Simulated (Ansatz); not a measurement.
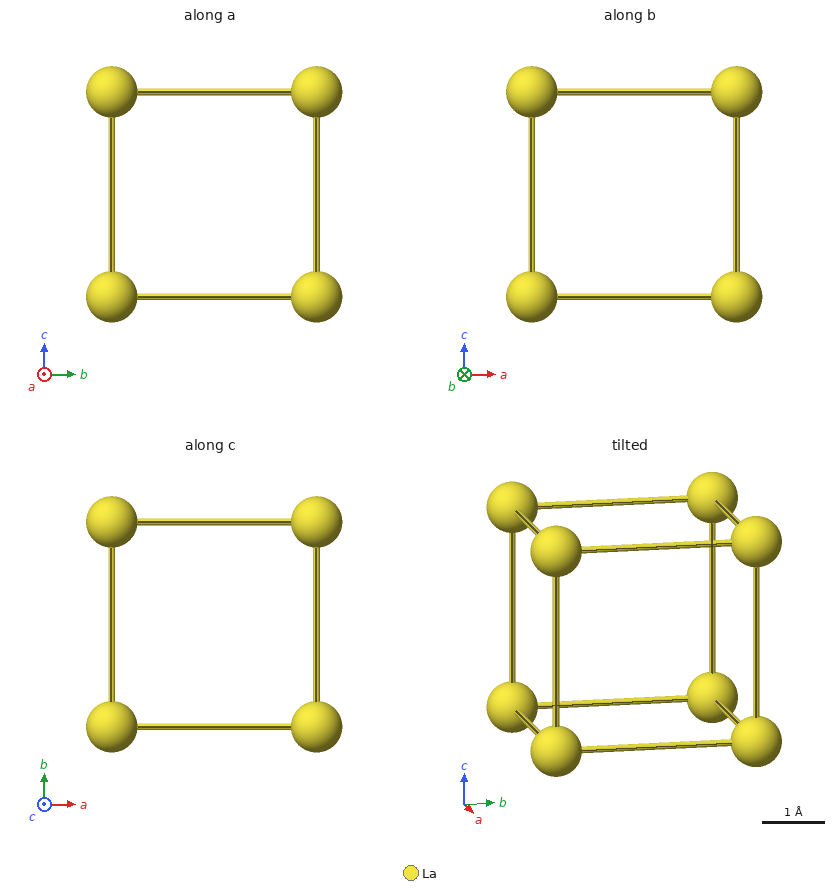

Ball-and-stick drawing of the structure, looking along the a axis, along the b axis, along the c axis and slightly off an axis. The lines enclose the conventional unit cell; boundary atoms appear with their images.

Lattice parameters: a = 3.327 Å, b = 3.327 Å, c = 3.327 Å, α = 90.00°, β = 90.00°, γ = 90.00°.

### Put the structure into a table of Wyckoff sites.

Space group Pm-3m (No. 221).
| atom | site | x | y | z |
| --- | --- | --- | --- | --- |
| La | 1a | 0.0000 | 0.0000 | 0.0000 |

The structure was taken from a structure type filled with this element by a generator (whether the element takes this form wasn't checked). What is shown is the relaxed result from DFT, PBE, plane waves (420 eV) with PAW, scalar-relativistic in Ansatz.
